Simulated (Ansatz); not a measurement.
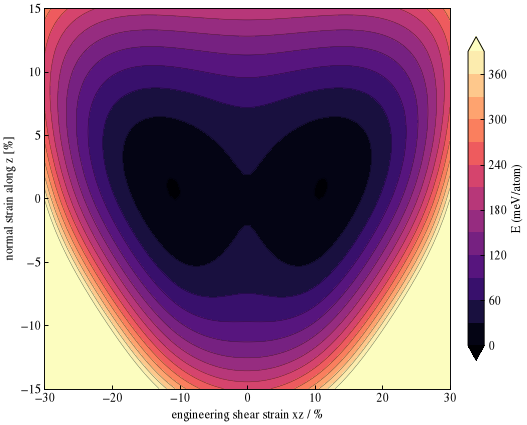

W (Fm-3m, No. 225; 1 atom in the cell). The energy is mapped over two homogeneous strains (x, y and z along the cube axes). The first coordinate is: engineering shear strain xz; the second: normal strain along z. Nothing is relaxed (symmetry fixes all fractional coordinates). Grid: 7 × 7 points; 28 points were computed and 21 follow by symmetry. Points are written as (first, second). Energies: meV/atom, counted from the lowest grid point. This map comes from Ansatz 0.2.0, DFT PBEsol, scalar-relativistic, plane waves, PAW. Settings: cutoff 420 eV, k-mesh 20×20×20, gaussian smearing 0.15 eV, no spin polarisation.

The picture shows filled contours, one colour for all values above the top of the scale. Between grid points the surface is interpolated.

The lowest grid point is at (−10 %, 0 %); the map holds 2 wells of about this depth. The reference structure, at (0 %, 0 %), is a saddle of this map. No other kind of well shows on this grid. The highest grid point, (−30 %, −15 %), lies 1560 meV/atom above the lowest. On the interpolated surface the easiest way out of the lowest well to a well of about the same depth near (10 %, 0 %) passes a barrier of about 29 meV/atom. Round the minimum the valley is somewhat tilted: raising engineering shear strain xz shifts the best value of normal strain along z downwards (coupling k₁₂/√(k₁₁k₂₂) about 0.3). The reference (Fm-3m) is not the lowest structure on this map: a distortion lowers the energy (space group Immm at the lowest grid point).

The level of theory is changed to DFT LDA, scalar-relativistic, plane waves, PAW (Ansatz); with it change the cell, relaxed at the new level (first cell vector 2.809 Å, before 2.827 Å); the new grid has 9 × 9 points.

Question: What does this change do to the map?

Answer: The minimum (interpolated where it lies between grid points) moves from about (−11 %, 1 %) to about (−11.9 %, 1.06 %). The easiest pass out of the lowest well goes from about 29 to about 28 meV/atom on the interpolated surfaces. In the new map: the reference (Fm-3m) is not the lowest structure on this map: a distortion lowers the energy (space group Immm at the lowest grid point).

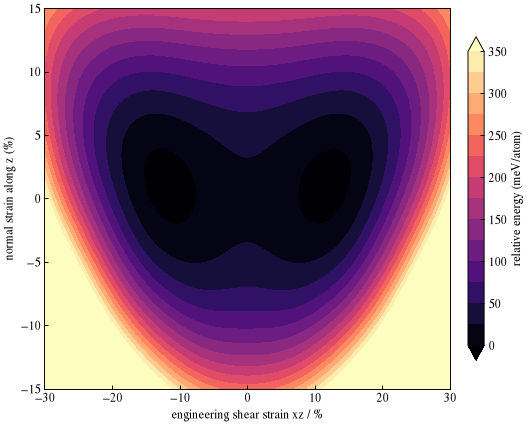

The map after the change, on a colour scale of its own. The picture shows filled contours, one colour for all values above the top of the scale. Between grid points the surface is interpolated.

PAW datasets: the set soft_1.
